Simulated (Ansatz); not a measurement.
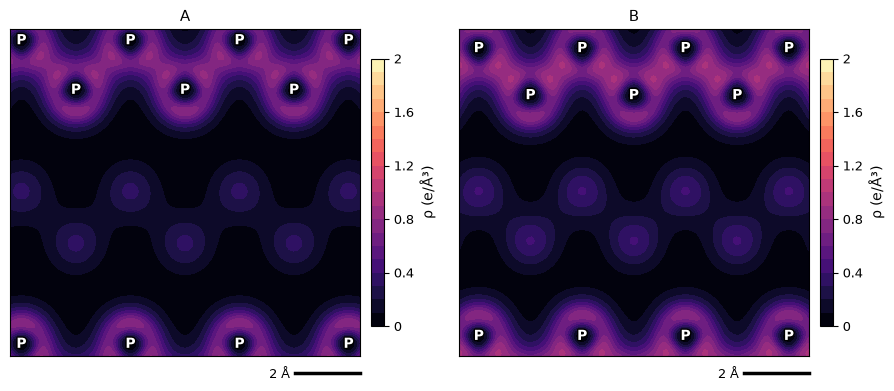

P. The valence electron density of two cells that differ in size, on the (110) plane of each (indices in the axes of the calculation cell), at one length scale and on one colour scale: A has 21.2 Å³ an atom and B 18.1.

These are results of DFT, r2SCAN, plane waves (500 eV) with PAW, scalar-relativistic (Ansatz 0.2.0), not measurements.

The density is the valence pseudo-density of a PAW calculation; it isn't the true density close to the nuclei.

**What changes from the larger cell to the smaller?**

From the larger cell to the smaller, P–P goes from 2.27 to 2.15 Å, and the density at its midpoint from 0.72 to 0.87 e/Å³; the pressure goes from −5 to 8 GPa.
